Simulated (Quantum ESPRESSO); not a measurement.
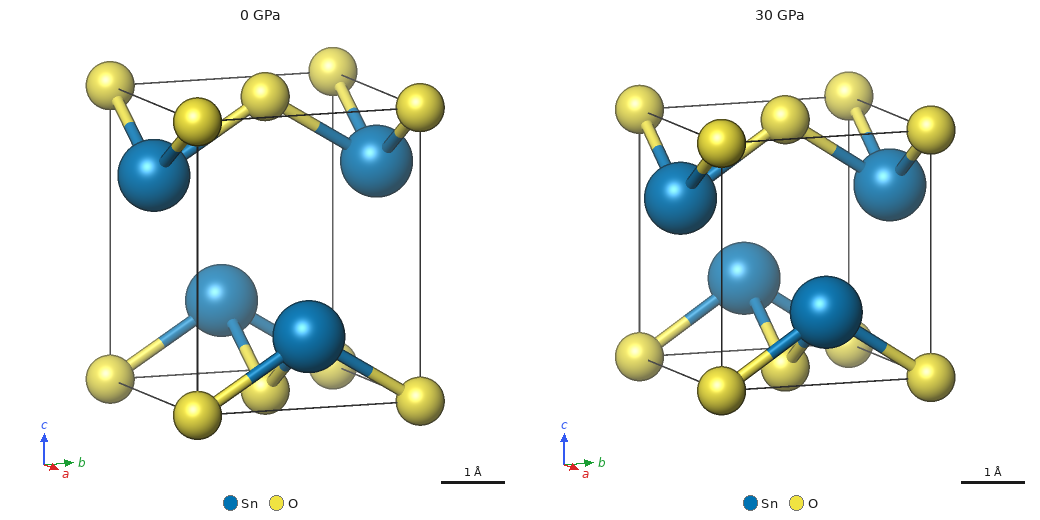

SnO, space group P4/nmm (No. 129), relaxed (cell and atoms) under a series of hydrostatic pressures; the conventional cell is drawn at the lowest and the highest, to one scale (sticks follow a distance rule). The start was a structure listed in the Materials Project.

Alike in all runs: Quantum ESPRESSO 7.5; functional PBEsol; potentials GBRV 1.5 PBEsol; cutoff 1061 eV; k mesh 5 × 5 × 4 on the run's cell of 4 atoms; occupations fermi-dirac, width 0.05 eV; no spin polarisation; no spin-orbit coupling.

| pressure (GPa) | volume (Å³/atom) | a (Å) | c (Å) |
| --- | --- | --- | --- |
| -0.1 | 17.094 | 3.802 | 4.729 |
| 1.8 | 16.313 | 3.774 | 4.580 |
| 4.7 | 15.434 | 3.734 | 4.427 |
| 9.6 | ? | ? | ? |
| 19.5 | 13.453 | 3.623 | 4.099 |
| 29.5 | 12.732 | 3.575 | 3.986 |

Question: Fit a third-order Birch-Murnaghan equation to the rows given and use it to fill in the volume that is left out.

Answer: The fit gives V0 = 17.07 Å³/atom, B0 = 31 GPa and B0′ = 9.0, which puts the volume at 9.6 GPa at 14.56 Å³/atom. The run gave volume 14.520 Å³/atom; a 3.687 Å; c 4.273 Å.

Question: Which axis yields most up to 29 GPa?

Answer: The c axis: a −6.0 %, c −15.7 %, against −25.5 % in volume.

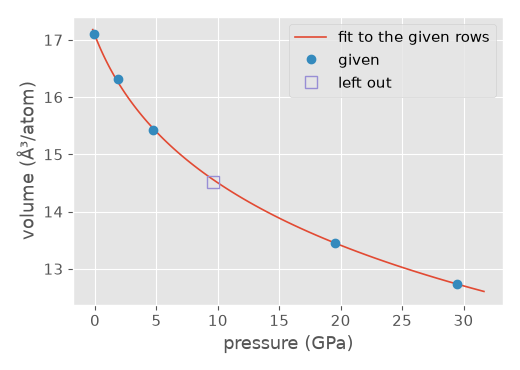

Volume against pressure, with the fit. The structure was kept in its own symmetry, so a change to another phase within this range wouldn't be seen. The gaps aren't listed, since this mesh can miss the band edges.

Caveat: the k mesh is coarse.
